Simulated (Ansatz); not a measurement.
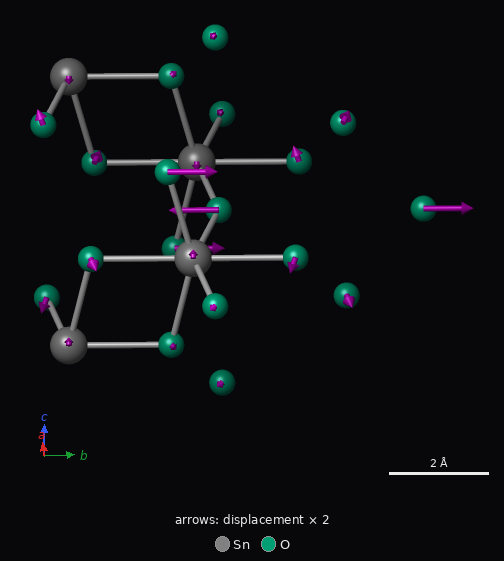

A relaxation of a defect cell of composition Sn5O12 (cell charge −4). The starting structure is drawn; purple arrows show the displacements, magnified 2 times.

The picture is a ball-and-stick view of the atoms within 4.2 Å of the atom that moves most (axes of the conventional cell (4 times the calculation's cell) (origin shifted)), seen from a free direction. Lengths and directions refer to the drawn axes.

Case: Sn vacancy, atoms relaxed.

The calculation used DFT PBEsol, scalar-relativistic, plane waves, PAW in Ansatz.

The input:
```yaml
crystal:
  lattice:
    - [-4.0115334437, -4.0115334437, 0.0]
    - [-2.0057667219, -2.0057667219, 5.1240738106]
    - [-8.0230668874, 4.0115334437, 0.0]
  atoms:
    - { symbol: Sn, position: [0.75, 0.5, 0.5] }
    - { symbol: Sn, position: [0.4166666667, 0.5, 0.1666666667] }
    - { symbol: Sn, position: [0.6666666667, 0.0, 0.6666666667] }
    - { symbol: Sn, position: [0.3333333333, 0.0, 0.3333333333] }
    - { symbol: Sn, position: [1.0, 0.0, 0.0] }
    - { symbol: O, position: [0.8695866651, 0.594160003, 0.6666666667] }
    - { symbol: O, position: [0.5362533318, 0.594160003, 0.3333333333] }
    - { symbol: O, position: [0.2029199985, 0.594160003, 1.0] }
    - { symbol: O, position: [0.8804133349, 0.905839997, 0.8333333333] }
    - { symbol: O, position: [0.5470800015, 0.905839997, 0.5] }
    - { symbol: O, position: [0.2137466682, 0.905839997, 0.1666666667] }
    - { symbol: O, position: [0.4637466682, 0.405839997, 0.6666666667] }
    - { symbol: O, position: [0.1304133349, 0.405839997, 0.3333333333] }
    - { symbol: O, position: [0.7970800015, 0.405839997, 0.0] }
    - { symbol: O, position: [0.2862533318, 0.094160003, 0.8333333333] }
    - { symbol: O, position: [0.9529199985, 0.094160003, 0.5] }
    - { symbol: O, position: [0.6195866651, 0.094160003, 0.1666666667] }
total_charge: -4
basis:
  ecutwfc: 420
kpoints:
  mp_grid: { grid: [6, 6, 6] }
hamiltonian:
  xc: pbesol
scf:
  occupations: { method: gaussian, width: 0.05 }
output:
  forces: true
  stress: true
  eigenvalues: true
relax:
  adjacent_minimum: "off"
  f_tol: 0.02
  max_steps: 50
```

Run as
```bash
ansatz run input.yaml --threads 4 --pin off --max-ram 9216MiB --backend cpu --events-out ev --progress --plain --runs-dir out
```

Question: Which element moves most?

Answer: Oxygen: up to 0.51 Å, against 0.09 Å for tin.

Question: What did the optimiser do to the structure, and how much energy did it gain?

Answer: The largest moves, 0.51 Å, are those of O9 and O15. O9 goes along −b. By element the largest moves are O 0.51 Å, Sn 0.09 Å. The cell stays as it was. Near-neighbour distances that change, for instance: Sn3–O15 2.063 → 1.941 Å, Sn3–O10 2.063 → 2.161 Å, Sn1–O12 2.063 → 1.974 Å, Sn1–O16 2.080 → 2.138 Å. Bond angles that change, for instance: Sn3–O15–Sn5 152.9° → 178.4°, O6–Sn3–O9 76.5° → 94.1°, O9–Sn3–O10 152.9° → 168.5°. Over 6 geometry steps the energy falls by 2.077 eV per cell of the calculation. Largest force component: 3.4 eV/Å at the start, 0.015 eV/Å at the end.

Limits of the set-up: the periodic images lie only 5.7 Å apart, so the values are limited by the cell's size; the cell is charged, on a uniform background, and energies carry no finite-size correction.
